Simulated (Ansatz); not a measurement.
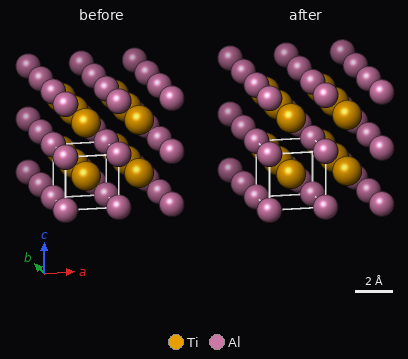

The structure of a crystal of TiAl (set up in Pm-3m) (coarse preliminary run) before (left) and after (right) a relaxation, at one scale.

Style: spheres-only. Shown: the cell of the calculation, repeated 2 × 3 × 2 with one cell outlined, slightly off an axis.

The calculation used DFT PBE, scalar-relativistic, plane waves, PAW in Ansatz 0.2.0.

Input file:
```yaml
crystal:
  lattice:
    - [3.01799989, 0.0, 0.0]
    - [0.0, 3.01799989, 0.0]
    - [0.0, 0.0, 3.01799989]
  atoms:
    - { symbol: Ti, position: [0.5, 0.5, 0.5] }
    - { symbol: Al, position: [0.0, 0.0, 0.0] }
basis:
  ecutwfc: 420
kpoints:
  mp_grid: { grid: [6, 6, 6] }
hamiltonian:
  xc: pbe
scf:
  occupations: { method: gaussian, width: 0.1 }
  lower_state_search: "off"
output:
  forces: true
  stress: true
  eigenvalues: true
relax:
  adjacent_minimum: "off"
  f_tol: 0.04
  max_steps: 70
  cell: { stress_tol: 0.4 }
```

Run as
```bash
ansatz run input.yaml --threads 1 --pin off --max-ram 2560MiB --backend cpu --events-out ev --progress --plain --runs-dir out
```

Q: Describe what moved and what it gained.

A: The atoms keep their places relative to the cell (all moves are under 0.005 Å). The volume changes by +17.5 %, with a = b = c 3.018 → 3.184 Å (+5.5 %). Among the contacts that change: Ti1–Ti1 3.018 → 3.184 Å, Ti1–Al2 2.614 → 2.758 Å. The space group stays Pm-3m (No. 221). After 3 accepted moves (5 points after the start) the energy has fallen by 0.327 eV per cell of the calculation. All forces vanish by symmetry, so only the cell relaxes. The pressure goes from 24.92 to 0.03 GPa. The SCF was repeated twice at an unchanged geometry on a basis and grid sized afresh for the cell, which shifted the energy by 3.0 meV per cell of the calculation at most. The run took 6.4 s on 1 thread of Intel(R) Xeon(R) Processor @ 2.70GHz (shared host), peak memory 0.32 GiB.
